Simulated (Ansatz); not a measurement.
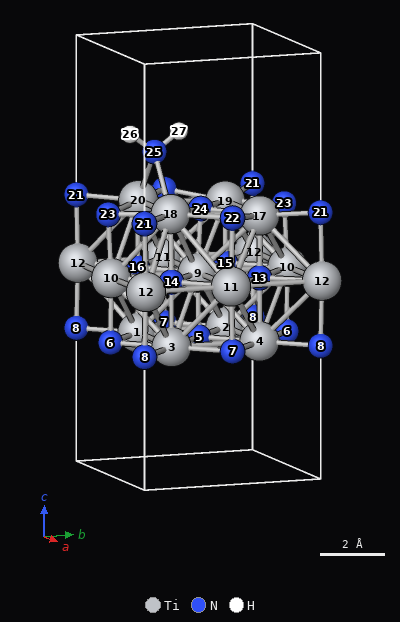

*The structure as given in the input (ball-and-stick view of the cell of the calculation, with the vacuum cut short, seen slightly off an axis; atoms are numbered from 1 in the order of the input). An atom can appear more than once, as a periodic image.*

# Single-point calculation, with input and output: Ti₁₂H₂N₁₃ (part 1 of 2)

- system: Ti₁₂H₂N₁₃ (slab, 27 atoms in the cell)
- method: DFT PBE+D3(BJ), scalar-relativistic, plane waves, PAW, no spin polarisation (Ansatz 0.2.0)

The structure derives from an entry of the Crystallography Open Database. It belongs to a series of runs on one base structure; here: the whole at its places in the relaxed adsorbed structure. Figures and captions count atoms from 1; the log counts them from 0 in places.

**Log**
```
Engine: ansatz 0.2.0, aarch64-unknown-linux-gnu
Pseudopotentials: kind: paw
Pseudopotential: Ti, paw, valence charge 12, recommended cutoff 420 eV (normal), Ti.paw.azcp
Pseudopotential: N, paw, valence charge 5, recommended cutoff 420 eV (normal), N.paw.azcp
Pseudopotential: H, paw, valence charge 1, recommended cutoff 420 eV (normal), H.paw.azcp
Functional definition: PBE
  parameter kappa = 0.804
  parameter beta = 0.06672455060314922
  exchange = pbe_x(kappa = kappa, mu = beta*pi^2/3)
  correlation = pbe_c(beta = beta)
Crystal: 27 atoms, lattice volume = 807.228 Å³
Basis set: ecut = 420 eV, 15733 PW (Γ), exchange–correlation on 80×80×320 points (8 copies of the dense FFT grid, shifted against one another)
Bands: 133, of which v1, the nominal top of the filled ones, is band 106 counted from 1 (105 counted from 0)
Symmetry: 2 space group operations
Space group: P2 (ITA 3), of the structure as read, at distance tolerance 9.3e-5 Å
k-points: 5 of 9
Non-local potential: Ti, projectors of the file, l = 0: 3, l = 1: 2, l = 2: 3, l = 3: 1
Non-local potential: N, projectors of the file, l = 0: 2, l = 1: 2, l = 2: 1
Non-local potential: H, projectors of the file, l = 0: 2, l = 1: 1
PAW form: soft (Blöchl's): semilocal exchange-correlation on the pseudo side does not see the compensation charge
PAW one-centre angular grid: Ti, 590 points (default); XC on 64 Gauss nodes
PAW one-centre angular grid: N, 110 points (default); XC on 64 Gauss nodes
PAW one-centre angular grid: H, 110 points (default); XC on 64 Gauss nodes
Initial density: superposition of atomic densities (neutral atoms: chi_scale 0, normalization atom), corrected by the library's trained network
Initial wavefunctions: pseudopotential atomic-orbital guess
Functional: x = pbe(κ = 0.804, μ = 0.2195149727645171), c = pbe(β = 0.06672455060314922)
SCF iter   1: F=—  HF=-35063.864105 eV  |F-HF|=—  |Δ(HF+E_count)|=         —  Δρ=3.58e-3  dr2=1.55e-1  ethr=1.77e-3  p=-0.091 e·Å  D=-2.03e-2 V/Å  ΔV_dip=0.46 eV  dr2_dipole=1.74e-2  V_vac-E_F(+/−)=3.28/2.82 eV  ⟨swp⟩=8.4  Hψ=3152  notcnv=0
efield: sawtooth ramp at fractional position 0.9755 (placed from the atoms, in the widest stretch of the axis that holds none; the zero of the levels goes with the place), width 0.0400; the density the first Hamiltonian is built on has a dipole p = -0.091 e·Å; the dipole correction subtracts the counter field D = -2.03e-2 V/Å, which shifts the + side's vacuum level by +0.46 eV against the − side's; the planar-averaged density in the ramp window peaks in size at 4.3e-6 e/Å³
preconditioner: auto → LDOS  [insulator: Δε(μ)=0.147 eV  Ē_g=8.174 eV  σ=0.100 eV  W_gap=0.63  n_scr=122 (ndim 8)  ℏωp=14.0 eV  f_vac=0.639  D(μ)=5.79/eV (n_scr^D=20)  ε∞_Penn≈3.9  β→1.0]
SCF iter   2: F=—  HF=-35063.905300 eV  |F-HF|=—  |Δ(HF+E_count)|=   4.12e-2  Δρ=4.32e-3  dr2=2.86e-1  ethr=7.35e-5  p=-0.109 e·Å  D=-2.44e-2 V/Å  ΔV_dip=0.56 eV  dr2_dipole=3.24e-2  V_vac-E_F(+/−)=3.11/2.56 eV  ⟨swp⟩=3.0  Hψ=1303  notcnv=0  defer=89
SCF iter   3: F=—  HF=-35063.864539 eV  |F-HF|=—  |Δ(HF+E_count)|=   4.08e-2  Δρ=1.72e-3  dr2=2.93e-2  ethr=7.35e-5  p=-0.081 e·Å  D=-1.81e-2 V/Å  ΔV_dip=0.41 eV  dr2_dipole=1.24e-4  V_vac-E_F(+/−)=3.00/2.59 eV  ⟨swp⟩=3.0  Hψ=1126  notcnv=0  defer=76
SCF iter   4: F=—  HF=-35063.859101 eV  |F-HF|=—  |Δ(HF+E_count)|=   5.44e-3  Δρ=4.26e-4  dr2=1.98e-3  ethr=1.39e-5  p=-0.086 e·Å  D=-1.94e-2 V/Å  ΔV_dip=0.44 eV  dr2_dipole=7.56e-5  V_vac-E_F(+/−)=3.02/2.58 eV  ⟨swp⟩=3.0  Hψ=1155  notcnv=0  defer=12
SCF iter   5: F=—  HF=-35063.858850 eV  |F-HF|=—  |Δ(HF+E_count)|=   2.51e-4  Δρ=9.94e-5  dr2=9.58e-5  ethr=9.38e-7  p=-0.089 e·Å  D=-1.99e-2 V/Å  ΔV_dip=0.45 eV  dr2_dipole=2.86e-8  V_vac-E_F(+/−)=3.02/2.57 eV  ⟨swp⟩=2.4  Hψ=945  notcnv=0  defer=14
SCF iter   6: F=—  HF=-35063.858861 eV  |F-HF|=—  |Δ(HF+E_count)|=   1.11e-5  Δρ=4.59e-5  dr2=2.98e-5  ethr=4.54e-8  p=-0.090 e·Å  D=-2.01e-2 V/Å  ΔV_dip=0.46 eV  dr2_dipole=1.20e-6  V_vac-E_F(+/−)=3.02/2.56 eV  ⟨swp⟩=3.0  Hψ=1118  notcnv=0  defer=14
SCF iter   7: F=—  HF=-35063.858864 eV  |F-HF|=—  |Δ(HF+E_count)|=   3.74e-6  Δρ=1.77e-5  dr2=4.21e-6  ethr=1.41e-8  p=-0.090 e·Å  D=-2.02e-2 V/Å  ΔV_dip=0.46 eV  dr2_dipole=1.29e-8  V_vac-E_F(+/−)=3.02/2.56 eV  ⟨swp⟩=2.0  Hψ=863  notcnv=0  defer=14
SCF iter   8: F=—  HF=-35063.858867 eV  |F-HF|=—  |Δ(HF+E_count)|=   2.27e-6  Δρ=1.29e-5  dr2=1.77e-6  ethr=1.99e-9  p=-0.090 e·Å  D=-2.02e-2 V/Å  ΔV_dip=0.46 eV  dr2_dipole=2.20e-9  V_vac-E_F(+/−)=3.02/2.56 eV  ⟨swp⟩=2.4  Hψ=880  notcnv=0  defer=14
SCF iter   9: F=—  HF=-35063.858867 eV  |F-HF|=—  |Δ(HF+E_count)|=   2.67e-7  Δρ=3.17e-6  dr2=1.79e-7  ethr=8.41e-10  p=-0.090 e·Å  D=-2.02e-2 V/Å  ΔV_dip=0.46 eV  dr2_dipole=2.78e-8  V_vac-E_F(+/−)=3.02/2.56 eV  ⟨swp⟩=2.2  Hψ=877  notcnv=0  defer=14
SCF iter  10: F=-35063.858867 eV  HF=-35063.858867 eV  |F-HF|=1.24e-9  |Δ(HF+E_count)|=   6.84e-8  Δρ=1.46e-6  dr2=3.28e-8  ethr=4.74e-11  p=-0.090 e·Å  D=-2.02e-2 V/Å  ΔV_dip=0.46 eV  dr2_dipole=4.53e-9  V_vac-E_F(+/−)=3.02/2.56 eV  ⟨swp⟩=19.2  Hψ=3568  notcnv=0
SCF 1 converged in 10 iterations: F = -35063.858867 eV  dr2 = 3.28e-8
  greatest PAW one-centre occupation: 0.999 electrons in one spin orbital (limit 2), on the Ti atom at site 19 (counted from 0), in its partial waves of l = 0
```

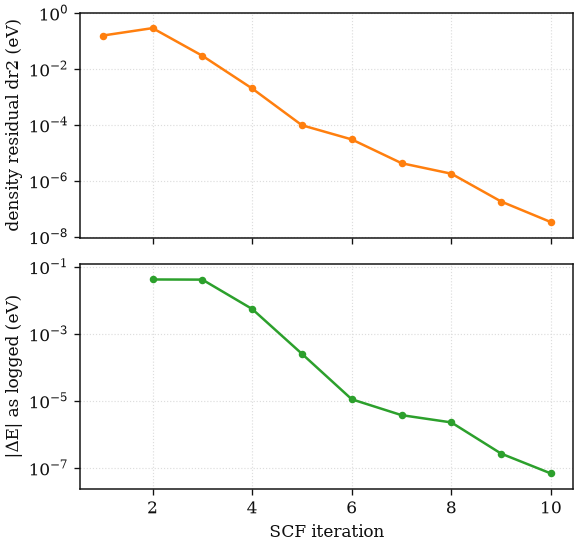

*Convergence of the self-consistent field: density residual dr2 and size of the energy change against the SCF iteration.*

The residual falls almost steadily, with no more than small rises.

```
SCF converged after 10 iterations
Free energy (F): -35063.858867 eV
Harris-Foulkes:  -35063.858867 eV  (|F-HF|=1.24e-9)
Internal energy: -35063.828599 eV  (E = F + TS)
E sigma→0 (E₀):  -35063.843733 eV
Entropy (-TS):   -0.030268 eV (-1.121 meV/atom)
Fermi energy:    2.997634 eV
Dipole field:    D = -0.020189 V/Å  (p = -0.090064 e·Å, saw-weighted, corrected)
Work function:   Φ+ = 3.0215 eV   Φ− = 2.5607 eV
Levels:          The Fermi level and band energies are counted from a zero that moves with the ramp; work functions are not
--- Per-component energies (eV) ---
  E_band       = -4004.897161
  E_kinetic    = 5019.062282
  E_local      = -234419.569125  (includes V_loc(G=0)·N_el)
  E_nonlocal   = 667.662857
  E_hartree    = 114760.554298
  E_xc         = -1986.540481
  E_vxc        = -2503.986611  (∫ρ·V_xc dr)
  E_paw        = -14216.590728  (= ΣΔE_a)
  E_vpaw       = -2284.515311  (= ΣTr[D̂ρ^β])
  E_aug_tail   = -0.000257  (compensation charges beyond the density's cutoff)
  E_efield     = 0.000909  (sawtooth field / dipole correction)
  E_vefield    = -4.687900  (∫n·V_field dr)
  E_ewald      = 95119.507371
  E_disp       = -7.915726  (pairwise vdW)
  E_smearing   = -0.030268  (= −TS)
  E_closure    = 0.000000  (closes the sum)
  Σ components = -35063.858867   (vs F -35063.858867, Δ=0.00e0)
--- Forces (eV/Å), atoms counted from 1 ---
  atom   1  Ti     0.04848303    -0.00003279     1.47207491
  atom   2  Ti    -0.07962076    -0.00002777     1.62361414
  atom   3  Ti    -0.04848303     0.00003279     1.47207491
  atom   4  Ti     0.07962076     0.00002777     1.62361414
  atom   5  N     -0.00003249     0.04662832    -1.63519993
  atom   6  N      0.00003249    -0.04662832    -1.63519993
  atom   7  N     -0.00000436     0.00379449    -1.45186386
  atom   8  N      0.00000436    -0.00379449    -1.45186386
  atom   9  Ti     0.00028313    -0.00217271    -0.00763904
  atom  10  Ti    -0.00028313     0.00217271    -0.00763904
  atom  11  Ti    -0.00005369    -0.00322811    -0.00908024
  atom  12  Ti     0.00005369     0.00322811    -0.00908024
  atom  13  N      0.00445216     0.00006152     0.00070002
  atom  14  N      0.00410557     0.00014651     0.01555871
  atom  15  N     -0.00445216    -0.00006152     0.00070002
  atom  16  N     -0.00410557    -0.00014651     0.01555871
  atom  17  Ti    -0.00547516    -0.00015539    -0.00711517
  atom  18  Ti     0.00824149    -0.00141454    -0.00371924
  atom  19  Ti     0.00547516     0.00015539    -0.00711517
  atom  20  Ti    -0.00824149     0.00141454    -0.00371924
  atom  21  N     -0.00003604     0.00597879     0.00078120
  atom  22  N      0.00003604    -0.00597879     0.00078120
  atom  23  N     -0.00092391    -0.00001066     0.00200821
  atom  24  N      0.00092391     0.00001066     0.00200821
  atom  25  N      0.00000000     0.00000000     0.00293701
  atom  26  H      0.00195047    -0.00082978    -0.00159819
  atom  27  H     -0.00195047     0.00082978    -0.00159819
  max |Σ_I F_I| component: 2.00e-5 eV/Å
--- Band table (eV; the first three rows and the last of 5) ---
  k-point 0: bands = ["-54.9739", "-54.9324", "-54.9285", "-54.8900", "-54.8454", "-54.8082", "-54.7916", "-54.7504", "-54.6132", "-54.5854", "-54.5550", "-54.5185", "-31.4879", "-31.4780", "-31.4546", "-31.4516", "-31.4022", "-31.3699", "-31.3594", "-31.3478", "-31.3409", "-31.3242", "-31.2984", "-31.2737", "-31.2426", "-31.2385", "-31.2293", "-31.2069", "-31.0336", "-31.0244", "-31.0196", "-31.0181", "-30.9961", "-30.9826", "-30.9803", "-30.9743", "-30.9361", "-30.9098", "-30.8939", "-30.8861", "-30.8753", "-30.8527", "-30.7868", "-30.7738", "-30.7578", "-30.7454", "-30.7350", "-30.7167", "-13.9195", "-13.6043", "-12.8612", "-12.6698", "-12.4063", "-12.2277", "-12.2267", "-12.1633", "-11.7826", "-11.5306", "-11.5134", "-11.0986", "-11.0923", "-4.9497", "-4.7434", "-4.5983", "-4.5329", "-4.4913", "-3.7613", "-3.6241", "-2.9998", "-2.8987", "-2.8355", "-2.7117", "-2.6594", "-2.6566", "-2.3970", "-2.3360", "-2.1541", "-2.1368", "-1.9701", "-1.9157", "-1.9119", "-1.8989", "-1.8666", "-1.8345", "-1.8097", "-1.7313", "-1.3340", "-1.2184", "-0.8142", "-0.7151", "-0.6897", "-0.4748", "-0.4714", "-0.2021", "0.0838", "0.2168", "0.3539", "0.3794", "0.5701", "0.9579", "1.0315", "1.0890", "1.1142", "1.5586", "2.1611", "2.8733", "3.1433", "3.1539", "3.2951", "3.4561", "3.7652", "3.9105", "3.9371", "4.0096", "4.0106", "4.1905", "4.1977", "4.3568", "4.4214", "4.4333", "4.4707", "4.4984", "4.5076", "4.5795", "4.5999", "4.6498", "4.7111", "4.7230", "4.7989", "5.0206", "5.0315", "5.0994", "5.1859"]
```
